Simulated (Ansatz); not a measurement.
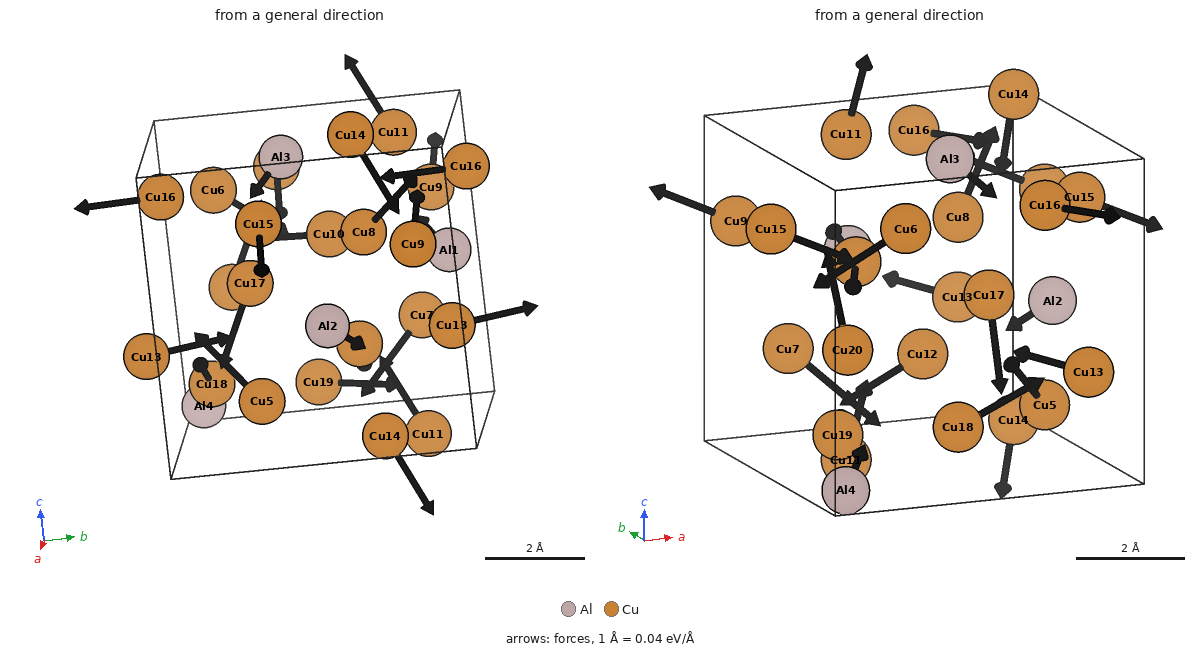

We look at a spheres-only model of the crystal from two general directions. The simulation cell is outlined; an atom on or near a face, edge or corner is repeated at each equivalent position. The arrows are the computed forces on the atoms.

System: AlCu4. The calculation: DFT r2SCAN, scalar-relativistic, plane waves, PAW (Ansatz), with E_cut = 500 eV, a 6×6×6 mesh of k-points, Gaussian smearing of 0.1 eV, no spin polarisation.

Q: Has this structure been optimised to equilibrium?

A: No. The atoms still feel forces of up to about 0.074 eV/Å, above a usual threshold of 0.01 to 0.03 eV/Å.

Q: Identify the atom with the maximum force.

A: Cu5, Cu6, Cu7 and Cu8, about 0.074 eV/Å.

Starting structure: a structure listed in the Materials Project. Earlier steps of the study, as a rule a relaxation of our own, may have changed the cell and positions, so they can lie some per cent off the listed ones. A calculation with Ansatz used it as input.
